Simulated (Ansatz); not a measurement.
Read the following structure.

```
Al Ga N
1.0
     4.37745    0.13269   -0.08728
     0.13269    4.34768   -0.05016
    -0.08728   -0.05016    4.38624
Al Ga N
3 1 4
Direct
  0.52975 0.46383 0.01123
  0.49674 0.96813 0.51864
  0.01031 0.48695 0.49787
  0.00000 0.00000 0.00000
  0.78381 0.71419 0.26633
  0.74873 0.23529 0.75105
  0.27846 0.74020 0.73354
  0.27072 0.19570 0.27216
```

Say what kind of structure these coordinates give.

Answer. Formula: Al₃GaN₄. Apart from translations it has no symmetry (space group P1). The cell has 8 atoms, namely 3 Al, 1 Ga, 4 N. The polyhedra are AlN4 tetrahedra and GaN4 tetrahedra; they share corners. Around each Al lie four N in a distorted tetrahedral arrangement at 1.69 to 2.07 Å. About every Ga there are four N in a distorted tetrahedral arrangement at 1.81 to 2.03 Å. The neighbours of N are three Al and one Ga in a distorted tetrahedral arrangement (1.69 to 2.07 Å to Al, 1.81 to 2.03 Å to Ga). The bonds build a three-dimensional framework.

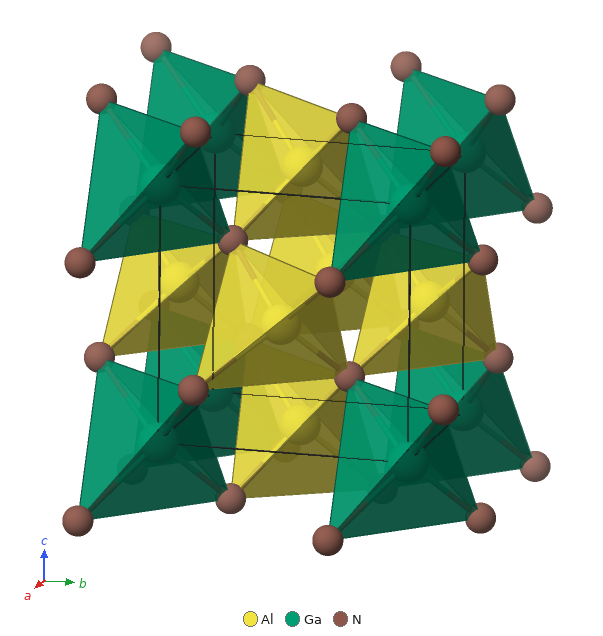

Crystal structure, polyhedral style, seen slightly off an axis. Atoms at the boundary of the unit cell (the box) are drawn once for each face, edge or corner they touch. Some neighbours outside the box are added.

The cell started as a structure listed in the Materials Project. The cell was then strained or its atoms displaced on purpose. It was run through Ansatz as a DFT input.

At this level of theory the cell isn't at rest (compressed, at 12 GPa and forces up to 3.8 eV/Å), so its distances can differ from those at equilibrium, the more so the softer the solid.
